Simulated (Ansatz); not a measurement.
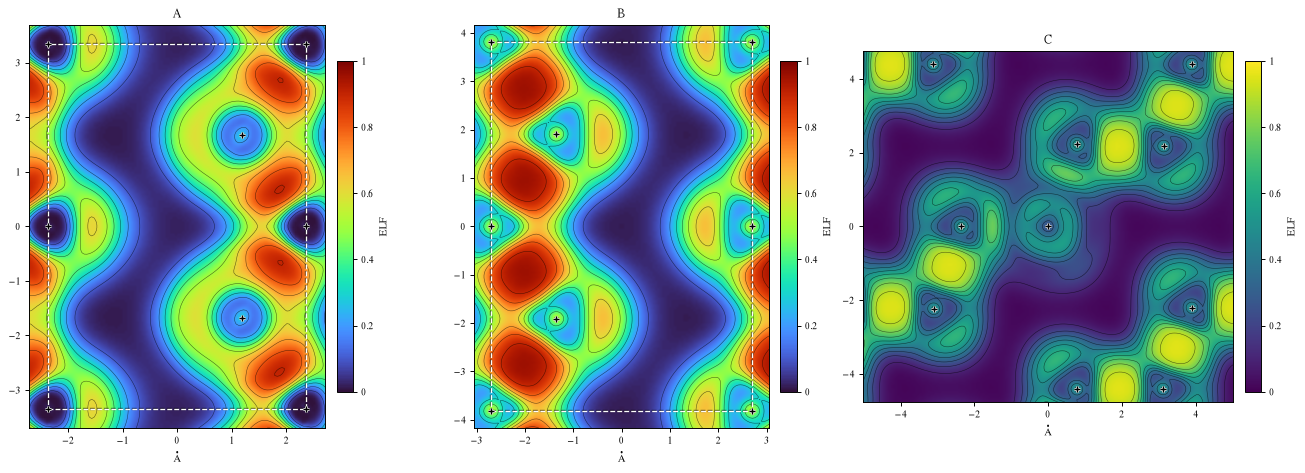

The electron localisation function of 3 systems, each on a plane through atoms (crosses mark nuclei in the plane).

The calculation used DFT LDA, scalar-relativistic, plane waves, PAW (Ansatz 0.2.0).

System 1: Si31Pd (cell charge +2, with a compensating background) (cell with a defect), the (011̄) plane of the calculation cell. 

```
Pd Si
1.0
    -5.40194   -5.40194    5.40194
     5.40194   -5.40194   -5.40194
     5.40194    5.40194    5.40194
Pd Si
1 31
Direct
  0.25064 0.75150 0.75084
  0.00340 0.75126 0.00341
  0.50319 0.50423 0.75069
  0.25040 0.50423 0.00343
  0.99761 0.49844 0.25084
  0.75045 0.75129 0.25069
  0.50320 0.75127 0.50366
  0.00337 0.00400 0.75065
  0.75043 0.25127 0.75069
  0.49745 0.25114 0.99769
  0.25049 0.25129 0.25069
  0.99765 0.25149 0.49789
  0.75057 0.49845 0.49786
  0.75031 0.99829 0.99773
  0.49745 0.99826 0.25055
  0.25037 0.00402 0.50362
  0.25038 0.75124 0.49758
  0.99739 0.75121 0.75062
  0.50085 0.50125 0.50067
  0.25041 0.49827 0.75066
  0.00038 0.50123 0.00109
  0.75089 0.75124 0.00072
  0.50047 0.75122 0.25113
  0.00037 0.00171 0.50064
  0.74998 0.25082 0.50029
  0.50044 0.25169 0.75062
  0.25039 0.25170 0.00068
  0.00008 0.25082 0.25023
  0.74998 0.50089 0.25023
  0.75088 0.00132 0.75068
  0.50375 0.00460 0.00401
  0.25041 0.00131 0.25111
```

System 2: Si, the (011) plane of the conventional cell. Space group Fd-3m; a structure from a database of computed crystals, not necessarily the ambient phase.

```
CELL_PARAMETERS angstrom
5.40194 0.00000 0.00000
0.00000 5.40194 0.00000
0.00000 0.00000 5.40194
ATOMIC_POSITIONS crystal
Si 0.25000 0.25000 0.25000
Si 0.75000 0.75000 0.25000
Si 0.75000 0.25000 0.75000
Si 0.25000 0.75000 0.75000
Si 0.00000 0.00000 0.00000
Si 0.50000 0.50000 0.00000
Si 0.50000 0.00000 0.50000
Si 0.00000 0.50000 0.50000
```

System 3: BAs, the (110) plane of the conventional cell. Space group F-43m.

```
B As
1.0
     4.73185    0.00000    0.00000
     0.00000    0.00000   -4.73185
     0.00000    4.73185    0.00000
B As
4 4
Direct
  0.50000 0.50000 0.00000
  0.00000 0.50000 0.50000
  0.00000 0.00000 0.00000
  0.50000 0.00000 0.50000
  0.75000 0.75000 0.25000
  0.25000 0.75000 0.75000
  0.25000 0.25000 0.25000
  0.75000 0.25000 0.75000
```

Which map belongs to which system?

Answer. Panel A is system 3, BAs: the plane holds B and As. B–As (2.05 Å): the ELF peaks at about 0.90 between the atoms (a shared electron pair). Panel B is system 2, Si: the plane holds Si. Si–Si (2.34 Å): the ELF peaks at about 0.95 between the atoms (a shared electron pair). Panel C is system 1, Si31Pd: the plane holds Pd and Si. Si–Si (2.34 Å): the ELF peaks at about 0.95 between the atoms, as expected for localised, covalent bonding.
